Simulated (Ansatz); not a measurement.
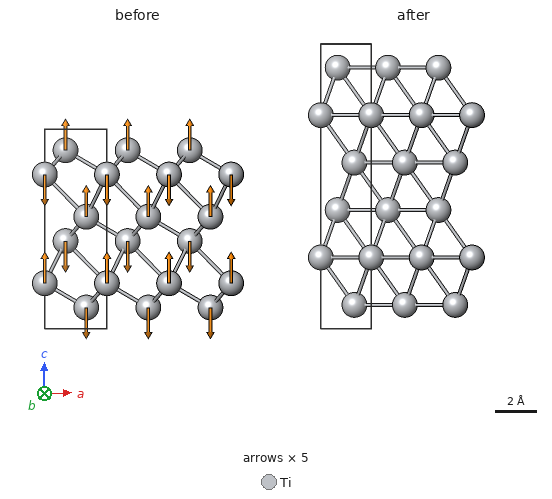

The structure of solid Ti (built on the grey arsenic (A7)_166 type) (coarse preliminary run) before (left) and after (right) a relaxation, at one scale. The orange arrows give the displacements (the part carried along by the change of the cell is left out), magnified 5 times.

The picture is a ball-and-stick view of the conventional cell (3 times the calculation's cell), repeated 3 × 1 × 1 with one cell outlined, seen along the b axis. Lengths and directions refer to the drawn axes.

Case: grey arsenic (A7) type (R-3m, No. 166).

Theory: Ansatz 0.2.0, DFT PBEsol, scalar-relativistic, plane waves, PAW.

Input
```yaml
crystal:
  lattice:
    - [1.7692989924, 1.0215052496, 3.2809528548]
    - [-1.7692989924, 1.0215052496, 3.2809528548]
    - [0.0, -2.0430104991, 3.2809528548]
  atoms:
    - { symbol: Ti, position: [0.22754, 0.22754, 0.22754] }
    - { symbol: Ti, position: [0.77246, 0.77246, 0.77246] }
basis:
  ecutwfc: 420
kpoints:
  mp_grid: { grid: [6, 6, 6] }
hamiltonian:
  xc: pbesol
scf:
  occupations: { method: gaussian, width: 0.1 }
  lower_state_search: "off"
output:
  forces: true
  stress: true
  eigenvalues: true
relax:
  adjacent_minimum: "off"
  f_tol: 0.04
  max_steps: 70
  cell: { stress_tol: 0.4 }
```

**What changed between the two?**

The largest moves relative to the cell, 0.32 Å, are those of Ti1 and Ti2. Ti1 goes along +c. The volume changes by −6.0 %, with a = b 3.539 → 2.872 Å (−18.9 %), c 9.843 → 14.046 Å (+42.7 %). Near-neighbour distances that change, for instance: Ti1–Ti1 3.539 → 2.872 Å, Ti1–Ti2 2.369 → 2.869 Å, Ti1–Ti2 (another image) 2.917 → 2.868 Å. Bond angles that change, for instance: Ti2–Ti1–Ti2 96.7° → 60.1°, Ti2–Ti1–Ti2 93.4° → 119.9°, Ti2–Ti1–Ti2 164.8° → 180.0°. The space group (tolerance 0.01 Å) goes from R-3m (No. 166) to Fm-3m (No. 225). The energy falls by 2.257 eV per cell of the calculation in 13 accepted moves (16 points after the start). The largest force component goes from 3.1 to 0.00091 eV/Å. The pressure goes from −1.61 to 0.11 GPa. The line search rejected the trial step at point 9 of the run. The SCF was repeated twice at an unchanged geometry on a basis and grid sized afresh for the cell, which shifted the energy by 0.155 eV per cell of the calculation at most. The run took roughly 15 core-seconds on a shared host.
